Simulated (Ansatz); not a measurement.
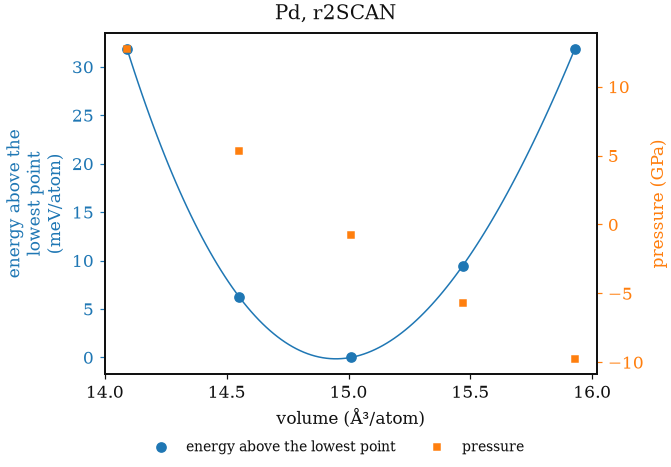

The figure shows the energy above the lowest point and pressure against volume for Pd, space group Fm-3m (No. 225) (one of a set of cubic test structures, which need not be the stable phase).

How it was computed, with Ansatz 0.2.0 development build: equation of state of a cubic crystal from periodic Kohn-Sham density functional theory without spin, third-order Birch-Murnaghan fit to the free energies; pressure corrected for the finite basis. Level: r2SCAN.

- structure type: fcc
- atoms in cell: 1
- space group number: 225
- lattice centring: face-centred primitive
- k mesh: 15×15×15
- occupation method: Fermi–Dirac
- occupation width: 0.1 eV
- wave cutoff: 600 eV
- datasets: hand-made PAW
- density tolerance: 1e−09 eV
- bands: 13
- density cutoff ratio: 4
- search for lower states: default
- xc grid level: 2

> Give the fitted equation-of-state parameters.

A third-order Birch–Murnaghan fit gives V0 = 14.95 Å³/atom, B0 = 183 GPa and B′ = 5.6.

> What does the pressure do across the range?

It falls from 12.8 GPa at volume 14.09 Å³/atom to −9.8 GPa at 15.93 Å³/atom, and changes sign near 14.95 Å³/atom.
